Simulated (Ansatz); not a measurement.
Consider Si3C.

```
Si C
1.0
     5.10663    0.00000    0.00000
     0.00000    6.20855    0.00000
     0.00000    0.00000    3.09653
Si C
6 2
Direct
  0.25000 0.25000 0.50000
  0.75000 0.75000 0.50000
  0.25000 0.75000 0.50000
  0.75000 0.25000 0.50000
  0.00000 0.50000 0.00000
  0.50000 0.00000 0.00000
  0.00000 0.00000 0.00000
  0.50000 0.50000 0.00000
```

Space group Cmmm; a structure generated by program, which may or may not match a known phase.

Level of theory: DFT PBE, scalar-relativistic, plane waves, PAW in Ansatz 0.2.0.

What can the converged valence pseudo-density and electron localisation function tell about the bonding?

Answer. Si–C (2.55 Å): ρ is about 0.27 e/Å³ halfway; the ELF peaks at about 0.75 in the valence shell of C, 0.7 Å from its nucleus, and drops to about 0.30 between the two atoms.

Does the calculation give a band gap?

Answer. It is gapless in this calculation (a metal or semimetal).

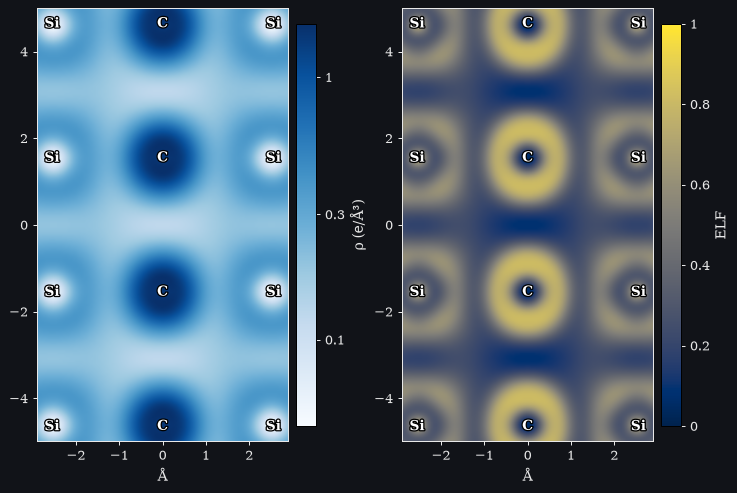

Computed valence pseudo-density and electron localisation function on the (010) plane of the conventional cell, in this order. 
